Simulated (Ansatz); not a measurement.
Band-structure calculation, with input and output: HfSiO$_{4}$

HfSiO$_{4}$ (6 atoms in the cell), computed with DFT, PBE, plane waves, PAW, no spin polarisation (Ansatz 0.2.0).

The structure was built on a prototype by a generator; it need not be a known phase. The geometry comes from this level: r2SCAN. Figures and captions count atoms from 1; the log counts them from 0 in places.

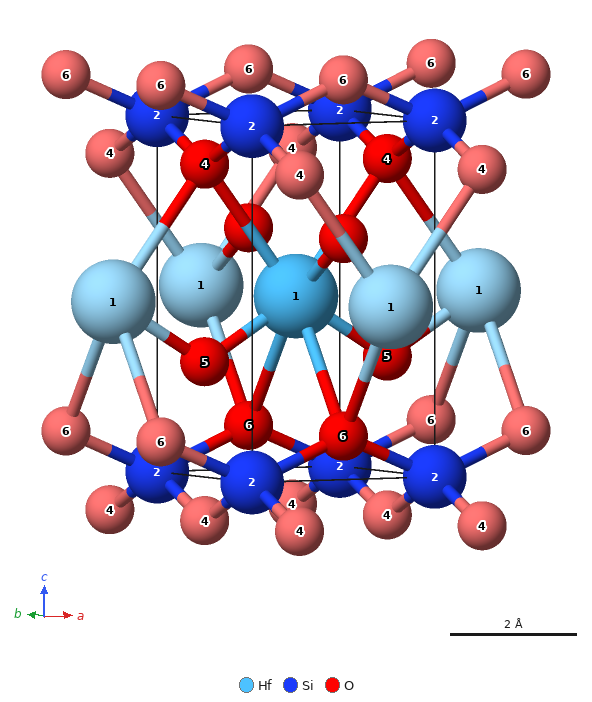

**Figure 1.** The input geometry (ball-and-stick view of the cell of the calculation, seen at an oblique angle; neighbours outside the cell are drawn fainter; atoms are numbered from 1 in the order of the input).

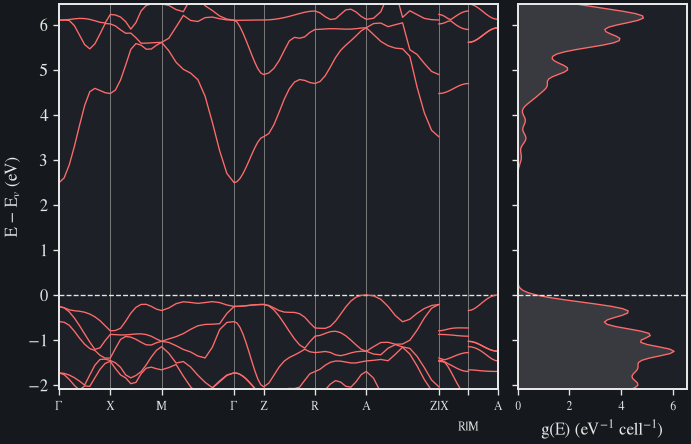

**Figure 2.** Band structure along Γ–X–M–Γ–Z–R–A–Z|X–R|M–A and density of states (the curve is built from the levels of the k mesh with Gaussians 0.3 eV wide, which also blur the band edges), with energies from the valence-band top. There is a gap of 2.49 eV on this path, indirect, from A to Γ.

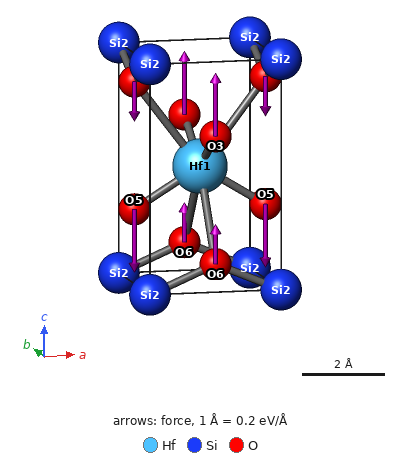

**Figure 3.** Forces on the atoms as pink arrows (ball-and-stick view of the cell of the calculation, seen slightly off an axis; atoms are numbered from 1 in the order of the input). The largest act on O3, O5 (0.32 eV/Å); O4, O6 (0.20 eV/Å). The geometry is not a stationary point of this energy.

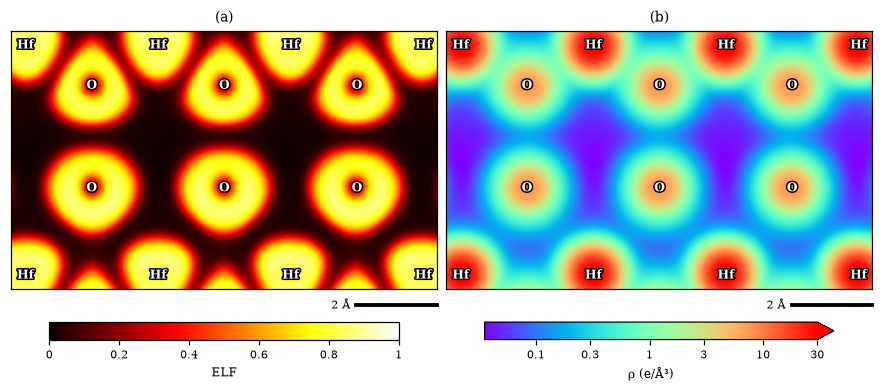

**Figure 4.** (a) electron localisation function; (b) valence pseudo-density on the (010) plane of the conventional cell. The section cuts through Hf and O sites. Hf–O (1.93 Å): ρ at the midpoint is about 1.2 e/Å³; the ELF peaks at about 0.80 in the valence shell of O, 0.6 Å from its nucleus, and drops to about 0.25 between the two atoms. Away from the nuclei the density in this plane falls to 0.04 e/Å³ at its lowest. The strong features right at Hf lie inside the PAW spheres (semicore, d or f shells) and say nothing about bonding. The fields are those of the smooth PAW valence density.

The input that produced these results follows, with the program's output.

Input file:
```yaml
crystal:
  lattice:
    - [3.2856928626, 0.0, 0.0]
    - [0.0, 3.2856928626, 0.0]
    - [0.0, 0.0, 5.7004959659]
  atoms:
    - { symbol: Hf, position: [0.5, 0.5, 0.5] }
    - { symbol: Si, position: [0.0, 0.0, 0.0] }
    - { symbol: O, position: [0.5, 0.0, 0.6763713356] }
    - { symbol: O, position: [0.0, 0.5, 0.8779573389] }
    - { symbol: O, position: [0.0, 0.5, 0.3236286644] }
    - { symbol: O, position: [0.5, 0.0, 0.1220426611] }
kpoints:
  mp_grid: { grid: [8, 8, 4] }
  band_path:
    path:
      - [[0.0, 0.0, 0.0], [0.0, 0.5, 0.0], [0.5, 0.5, 3.810200111737e-33], [0.0, 0.0, 0.0], [2.281941686214e-51, 0.0, 0.5], [2.281941686214e-51, 0.5, 0.5], [0.5, 0.5, 0.5], [2.281941686214e-51, 0.0, 0.5]]
      - [[0.0, 0.5, 0.0], [2.281941686214e-51, 0.5, 0.5]]
      - [[0.5, 0.5, 3.810200111737e-33], [0.5, 0.5, 0.5]]
    npoints: 10
hamiltonian:
  xc: pbe
scf:
  occupations: { method: fermi_dirac, width: 0.02 }
  n_extra_bands: 5
output:
  forces: true
  stress: true
  eigenvalues: true
  write_density: true
  write_potential: true
  elf: true
  volumetric_format: npy
```

Run as:
```bash
ansatz run input.yaml --threads 4 --pin off --max-ram 6451MiB --backend cpu --events-out ev --progress --plain --runs-dir out
```

The program's output:
```
scf.n_extra_bands = 5 over 27 filled bands (N_el = 54.0): the run solves 32 bands
Engine: ansatz 0.2.0, aarch64-unknown-linux-gnu
Pseudopotentials: kind: paw
Pseudopotential: Hf, paw, valence charge 26, recommended cutoff 420 eV (normal), Hf.paw.azcp
Pseudopotential: Si, paw, valence charge 4, recommended cutoff 420 eV (normal), Si.paw.azcp
Pseudopotential: O, paw, valence charge 6, recommended cutoff 420 eV (normal), O.paw.azcp
Functional definition: PBE
  parameter kappa = 0.804
  parameter beta = 0.06672455060314922
  exchange = pbe_x(kappa = kappa, mu = beta*pi^2/3)
  correlation = pbe_c(beta = beta)
Crystal: 6 atoms, lattice volume = 61.541 Å³
Basis set: ecut = 420 eV, 1203 PW (Γ), exchange–correlation on 48×48×80 points (8 copies of the dense FFT grid, shifted against one another)
Bands: 32, of which v1, the nominal top of the filled ones, is band 27 counted from 1 (26 counted from 0)
Symmetry: 8 space group operations
Space group: P-4m2 (ITA 115), of the structure as read, at distance tolerance 3.9e-5 Å
k-points: 45 of 256 (time reversal used)
Non-local potential: Hf, projectors of the file, l = 0: 3, l = 1: 2, l = 2: 2, l = 3: 3
Non-local potential: Si, projectors of the file, l = 0: 2, l = 1: 2, l = 2: 2
Non-local potential: O, projectors of the file, l = 0: 2, l = 1: 2, l = 2: 1
PAW form: soft (Blöchl's): semilocal exchange-correlation on the pseudo side does not see the compensation charge
PAW one-centre angular grid: Hf, 590 points (default); XC on 64 Gauss nodes
PAW one-centre angular grid: Si, 110 points (default); XC on 64 Gauss nodes
PAW one-centre angular grid: O, 110 points (default); XC on 64 Gauss nodes
Initial density: superposition of atomic densities (neutral atoms: chi_scale 0, normalization atom), corrected by the library's trained network
Initial wavefunctions: pseudopotential atomic-orbital guess
Functional: x = pbe(κ = 0.804, μ = 0.2195149727645171), c = pbe(β = 0.06672455060314922)
SCF iter   1: F=—  HF=-18632.310690 eV  |F-HF|=—  |Δ(HF+E_count)|=         —  Δρ=6.60e-3  dr2=5.58e-2  ethr=1.77e-3  ⟨swp⟩=6.1  Hψ=6312  notcnv=0
preconditioner: auto → none  [insulator: Δε(μ)=2.488 eV  Ē_g=16.475 eV  σ=0.020 eV  W_gap=1.00  n_scr=16 (ndim 8)  ℏωp=34.1 eV  f_vac=0.005  D(μ)=0.00/eV (n_scr^D=0)  ε∞_Penn≈5.3]
SCF iter   2: F=—  HF=-18632.297686 eV  |F-HF|=—  |Δ(HF+E_count)|=   1.30e-2  Δρ=2.73e-3  dr2=2.32e-3  ethr=1.03e-4  ⟨swp⟩=2.2  Hψ=2297  notcnv=0  defer=45
SCF iter   3: F=—  HF=-18632.297889 eV  |F-HF|=—  |Δ(HF+E_count)|=   2.03e-4  Δρ=1.11e-3  dr2=3.47e-4  ethr=4.29e-6  ⟨swp⟩=2.9  Hψ=2600  notcnv=0  defer=45
SCF iter   4: F=—  HF=-18632.298068 eV  |F-HF|=—  |Δ(HF+E_count)|=   1.79e-4  Δρ=2.47e-4  dr2=1.92e-5  ethr=6.42e-7  ⟨swp⟩=2.0  Hψ=2589  notcnv=0  defer=45
SCF iter   5: F=—  HF=-18632.297866 eV  |F-HF|=—  |Δ(HF+E_count)|=   2.02e-4  Δρ=5.70e-5  dr2=9.29e-7  ethr=3.55e-8  ⟨swp⟩=2.4  Hψ=2569  notcnv=0  defer=45
SCF iter   6: F=-18632.297866 eV  HF=-18632.297866 eV  |F-HF|=7.31e-10  |Δ(HF+E_count)|=   2.10e-7  Δρ=1.81e-5  dr2=9.48e-8  ethr=1.85e-10  ⟨swp⟩=14.1  Hψ=13155  notcnv=0
SCF 1 converged in 6 iterations: F = -18632.297866 eV  dr2 = 9.48e-8
  greatest PAW one-centre occupation: 0.999 electrons in one spin orbital (limit 2), on the Hf atom at site 0 (counted from 0), in its partial waves of l = 0
NSCF: frozen V_eff on 93 k-points
SCF converged after 6 iterations
Free energy (F): -18632.297866 eV
Harris-Foulkes:  -18632.297866 eV  (|F-HF|=7.31e-10)
Internal energy: -18632.297866 eV  (E = F + TS)
E sigma→0 (E₀):  -18632.297866 eV
Fermi energy:    12.775678 eV
--- Per-component energies (eV) ---
  E_band       = -20.943714
  E_kinetic    = 1177.324367
  E_local      = -7904.014803  (includes V_loc(G=0)·N_el)
  E_nonlocal   = -1028.121736
  E_hartree    = 3577.508374
  E_xc         = -653.026384
  E_vxc        = -693.464405  (∫ρ·V_xc dr)
  E_paw        = -8075.810743  (= ΣΔE_a)
  E_vpaw       = 1272.291967  (= ΣTr[D̂ρ^β])
  E_aug_tail   = 0.010050  (compensation charges beyond the density's cutoff)
  E_ewald      = -5726.166991
  E_smearing   = -0.000000  (= −TS)
  E_closure    = -0.000000  (closes the sum)
  Σ components = -18632.297866   (vs F -18632.297866, Δ=0.00e0)
--- Forces (eV/Å), atoms counted from 1 ---
  atom   1  Hf    -0.00000000    -0.00000000     0.00000000
  atom   2  Si     0.00000000    -0.00000000    -0.00000000
  atom   3  O      0.00000000     0.00000000     0.31574112
  atom   4  O     -0.00000000    -0.00000000    -0.19920976
  atom   5  O      0.00000000    -0.00000000    -0.31574112
  atom   6  O     -0.00000000     0.00000000     0.19920976
  max |Σ_I F_I| component: 3.79e-16 eV/Å
--- Stress (GPa, compression-positive) ---
        7.274332      -0.000000       0.000000
       -0.000000       7.274332      -0.000000
        0.000000      -0.000000       5.624384
  P = ⅓ Tr σ = 6.7243 GPa (67.243 kbar)
--- Band table (eV; the first three rows and the last of 45) ---
  k-point 0: bands = ["-48.4020", "-17.4963", "-17.1762", "-17.1762", "-7.9725", "-5.6712", "-5.4550", "-4.9565", "1.7692", "1.7692", "1.8250", "1.8250", "1.8290", "1.8309", "1.9024", "5.9597", "5.9597", "6.3422", "6.8309", "7.8944", "7.8944", "8.7312", "9.7990", "9.7990", "10.9360", "11.2734", "11.2734", "14.0206", "17.6260", "17.6306", "18.2551", "19.2053"]
  k-point 1: bands = ["-48.4020", "-17.4980", "-17.1762", "-17.1762", "-7.8465", "-6.1277", "-5.1783", "-4.9222", "1.7692", "1.7692", "1.8254", "1.8254", "1.8309", "1.8312", "1.8947", "5.8800", "5.8800", "6.5158", "7.2626", "8.1406", "8.1406", "8.3569", "9.6001", "9.6001", "10.2670", "11.2961", "11.2961", "14.5030", "17.0206", "17.6299", "18.7877", "19.0884"]
  k-point 2: bands = ["-48.4020", "-17.4997", "-17.1762", "-17.1762", "-7.6819", "-6.4538", "-5.0825", "-4.8761", "1.7693", "1.7693", "1.8259", "1.8259", "1.8308", "1.8347", "1.8855", "5.8099", "5.8099", "6.8666", "7.8322", "7.8576", "8.4599", "8.4599", "9.3212", "9.3212", "9.4888", "11.3168", "11.3168", "15.0421", "16.4223", "17.6338", "18.9934", "19.7196"]
  k-point 44: bands = ["-48.3664", "-17.8005", "-17.8005", "-17.2445", "-6.1061", "-6.1061", "-4.5943", "-4.5943", "1.7089", "1.7124", "1.7741", "1.7741", "1.7885", "1.8618", "1.8618", "2.2381", "5.2847", "7.1771", "7.5224", "7.9379", "7.9379", "8.5476", "9.8295", "10.0627", "10.2781", "10.2781", "11.5293", "17.4616", "17.4616", "17.6477", "18.0211", "20.5283"]
```

File rho_z.tsv:
```
# z_ang	rho[e/angstrom^3]
# format = ansatz-planar-average/11
# lattice	3.285692863	0.000000000	0.000000000
# lattice	0.000000000	3.285692863	0.000000000
# lattice	0.000000000	0.000000000	5.700495966
# sites	6
# site	72	1.642846431	1.642846431	2.850247983
# site	14	0.000000000	0.000000000	0.000000000
# site	8	1.642846431	0.000000000	3.855652070
# site	8	0.000000000	1.642846431	5.004792269
# site	8	0.000000000	1.642846431	1.844843896
# site	8	1.642846431	0.000000000	0.695703697
0.000000	3.842218e-1
0.142512	4.181515e-1
0.285025	5.140985e-1
0.427537	6.366461e-1
0.570050	7.273806e-1
0.712562	7.475807e-1
0.855074	6.915520e-1
0.997587	5.827554e-1
1.140099	4.756934e-1
1.282612	4.352652e-1
1.425124	4.874588e-1
1.567636	5.973305e-1
1.710149	7.026422e-1
1.852661	7.628028e-1
1.995174	7.860134e-1
2.137686	8.352518e-1
2.280198	1.012486e0
2.422711	1.389312e0
2.565223	1.907362e0
2.707736	2.369501e0
2.850248	2.555598e0
2.992760	2.369501e0
3.135273	1.907362e0
3.277785	1.389312e0
3.420298	1.012486e0
3.562810	8.352518e-1
3.705322	7.860134e-1
3.847835	7.628028e-1
3.990347	7.026422e-1
4.132860	5.973305e-1
4.275372	4.874588e-1
4.417884	4.352652e-1
4.560397	4.756934e-1
4.702909	5.827554e-1
4.845422	6.915520e-1
4.987934	7.475807e-1
5.130446	7.273806e-1
5.272959	6.366461e-1
5.415471	5.140985e-1
5.557984	4.181515e-1
```

File v_z.tsv:
```
# z_ang	v_es[eV]	v_tot[eV]
# format = ansatz-planar-average/11
# xc	pbe
# density_cutoff_ev	1680
# datasets	Hf=:simpson_from_first_knot:soft	Si=:simpson_from_first_knot:soft	O=:simpson_from_first_knot:soft
# lattice	3.285692863	0.000000000	0.000000000
# lattice	0.000000000	3.285692863	0.000000000
# lattice	0.000000000	0.000000000	5.700495966
# sites	6
# site	72	1.642846431	1.642846431	2.850247983
# site	14	0.000000000	0.000000000	0.000000000
# site	8	1.642846431	0.000000000	3.855652070
# site	8	0.000000000	1.642846431	5.004792269
# site	8	0.000000000	1.642846431	1.844843896
# site	8	1.642846431	0.000000000	0.695703697
0.000000	3.281271e0	-8.667991e0
0.142512	2.891829e0	-9.038968e0
0.285025	2.710167e0	-9.131753e0
0.427537	3.285047e0	-8.282943e0
0.570050	4.517738e0	-6.877616e0
0.712562	6.333219e0	-4.857490e0
0.855074	8.306644e0	-2.753096e0
0.997587	1.026332e1	-7.106716e-1
1.140099	1.190919e1	1.063792e0
1.282612	1.253574e1	1.739157e0
1.425124	1.196033e1	1.178981e0
1.567636	1.046891e1	-3.698903e-1
1.710149	8.800536e0	-2.137058e0
1.852661	7.270072e0	-3.836501e0
1.995174	5.900016e0	-5.443137e0
2.137686	4.687561e0	-7.009862e0
2.280198	3.737131e0	-8.239426e0
2.422711	3.304363e0	-8.948873e0
2.565223	3.036301e0	-9.570188e0
2.707736	2.571131e0	-1.037105e1
2.850248	2.408864e0	-1.066331e1
2.992760	2.571131e0	-1.037105e1
3.135273	3.036301e0	-9.570188e0
3.277785	3.304363e0	-8.948873e0
3.420298	3.737131e0	-8.239426e0
3.562810	4.687561e0	-7.009862e0
3.705322	5.900016e0	-5.443137e0
3.847835	7.270072e0	-3.836501e0
3.990347	8.800536e0	-2.137058e0
4.132860	1.046891e1	-3.698903e-1
4.275372	1.196033e1	1.178981e0
4.417884	1.253574e1	1.739157e0
4.560397	1.190919e1	1.063792e0
4.702909	1.026332e1	-7.106716e-1
4.845422	8.306644e0	-2.753096e0
4.987934	6.333219e0	-4.857490e0
5.130446	4.517738e0	-6.877616e0
5.272959	3.285047e0	-8.282943e0
5.415471	2.710167e0	-9.131753e0
5.557984	2.891829e0	-9.038968e0
```

Key numbers:

- outcome: converged
- space group (tolerance 0.01 Å): P-4m2 (115)
- electrons treated: 54
- free energy: −18632.2979 eV
- Fermi energy: 12.776 eV
- gap on the k-point mesh: 2.49 eV
- pressure: 6.72 GPa
- largest force (length of the vector): 0.316 eV/Å
- hardware: 4 threads of Arm Neoverse V1, 24 GiB of memory available, shared host
- wall time: 4.9 s (CPU time 19 s)
- peak memory: 0.44 GiB

Notes:

Spin–orbit coupling is left out, which matters for Hf. The cell is under a pressure of 6.7 GPa at this level, so it is not at its equilibrium volume.
